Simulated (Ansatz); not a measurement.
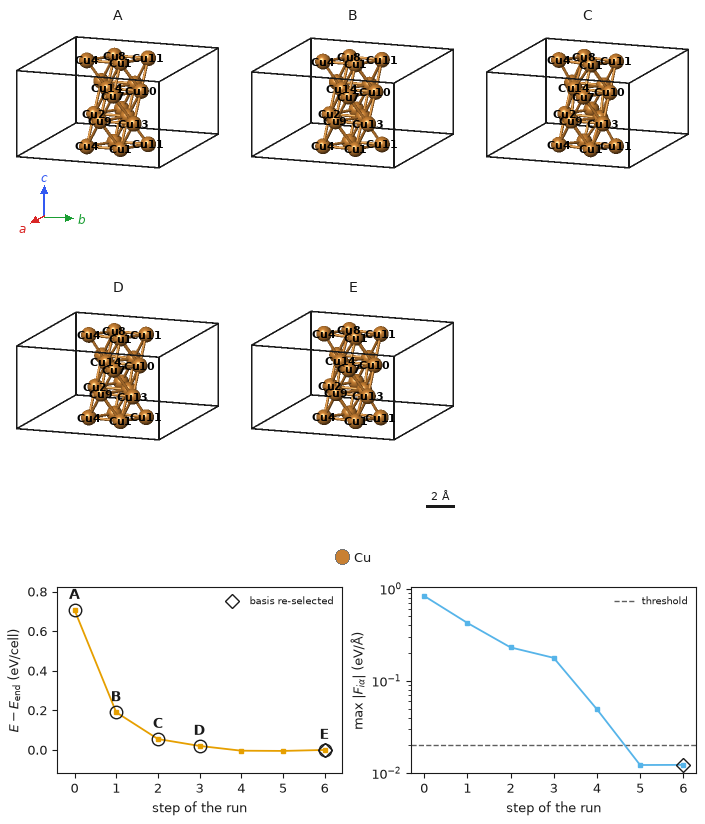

Frames of a relaxation of a wire of composition Cu, marked on the history of the run. Style: ball-and-stick. Shown: the cell of the calculation, with the vacuum cut short, slightly off an axis.

Case: wire along [1 1 1], 14 atoms a period.

Level of theory: Ansatz, DFT PBE, scalar-relativistic, plane waves, PAW. (plane-wave cutoff 420 eV; k-point mesh 1 × 1 × 9; occupations gaussian; smearing width 0.05 eV; no spin polarisation; cell relaxed at fixed a, b, alpha, beta, gamma; force threshold 0.02 eV/Å; at most 45 steps)

Describe the path.

Answer. The largest moves relative to the centre of the atoms, 0.19 Å, are those of Cu atoms. Along the periodic axis the drawn cell goes c 6.287 → 6.104 Å (−2.9 %). Some distances before and after: Cu–Cu 2.567 → 2.392 Å, Cu–Cu 2.567 → 2.733 Å, Cu–Cu 2.567 → 2.712 Å, Cu–Cu 2.567 → 2.435 Å. Among the angles between lasting bonds that change: Cu–Cu–Cu 60.0° → 66.9°, Cu–Cu–Cu 120.0° → 124.6°, Cu–Cu–Cu 90.0° → 94.6°. After 5 accepted moves (6 points after the start) the energy has fallen by 0.707 eV per cell of the calculation. The largest force component goes from 0.84 to 0.012 eV/Å. At 1 point the geometry stayed and the basis and grid were re-selected for the new cell (energy shift of 4.8 meV per cell of the calculation at most each time). Cost: 2.9 min on 4 threads of Arm Neoverse V2, with other jobs on the host, peak memory 3.4 GiB. From step 0 to 1: Cu atoms move most (0.09 Å), energy −0.517 eV per cell of the calculation. From step 1 to 2: Cu atoms move most (0.20 Å), energy −0.135 eV per cell of the calculation. From step 2 to 3: Cu atoms move most (0.14 Å), energy −35.1 meV per cell of the calculation. From step 3 to 6: Cu atoms move most (0.05 Å), energy −20.4 meV per cell of the calculation.

```csv
step,"E − E(0), meV/atom","largest force component, eV/Å",note
0,0.00,0.8357,
1,-36.93,0.4260,
2,-46.57,0.2311,
3,-49.07,0.1779,
4,-50.79,0.0493,
5,-50.88,0.0122,
6,-50.53,0.0123,"same geometry, new basis"
```

Limits of the set-up: the k-point mesh is coarse for a cell with partly filled bands.
